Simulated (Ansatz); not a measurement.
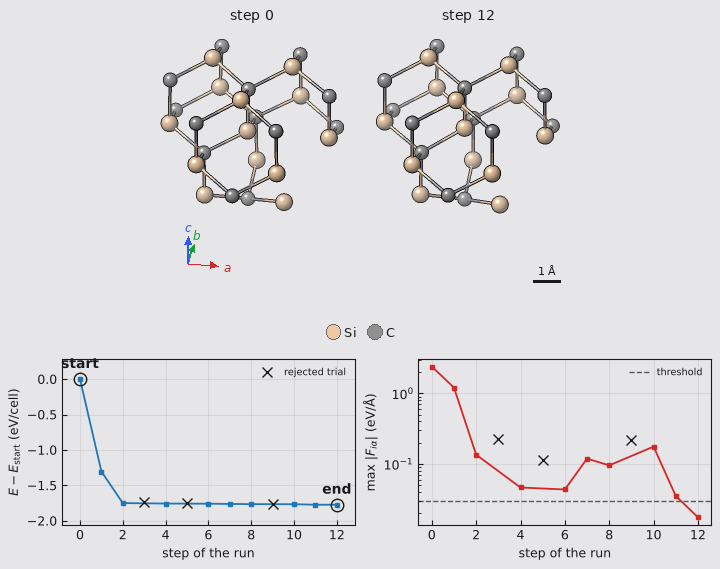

First and last geometry of a relaxation of a defect cell of composition Si48C47 (cell charge +1), with the history of the run. The picture is a ball-and-stick view of the atoms within 4.2 Å of the atom that moves most (axes of the cell of the calculation), seen from a free direction.

Theory: DFT, PBEsol, PAW, plane waves in Ansatz. (plane-wave cutoff 420 eV; k-point mesh 1 × 1 × 1; mesh shifted by (0.25, 0.25, 0.25); collinear spin; atoms relaxed in a fixed cell; force threshold 0.03 eV/Å; at most 80 steps)

**Did the run converge, and what did it change?**

It converged. The largest move is that of a Si atom, 0.12 Å along [1 3 2]. Largest moves by element: Si 0.12 Å, C 0.11 Å. The cell stays as it was. Near-neighbour distances that change, for instance: C–Si 1.821 → 1.922 Å, C–Si 1.969 → 1.880 Å, C–Si 1.954 → 1.895 Å, C–Si 1.828 → 1.884 Å. Bond angles that change, for instance: C–Si–C 107.1° → 113.2°, Si–C–Si 106.7° → 111.5°, Si–C–Si 106.9° → 111.6°. After 9 accepted moves (12 points after the start) the energy has fallen by 1.774 eV per cell of the calculation. Largest force component: 2.4 eV/Å at the start, 0.018 eV/Å at the end. The line search rejected the trial steps at points 3, 5, 9 of the run. The run took 18 s on 1 × NVIDIA GB300 Max-Q with 32 threads of Arm Neoverse-V2, peak memory 2 GiB.

Limits of the set-up: the cell is charged, on a uniform background, and energies carry no finite-size correction.
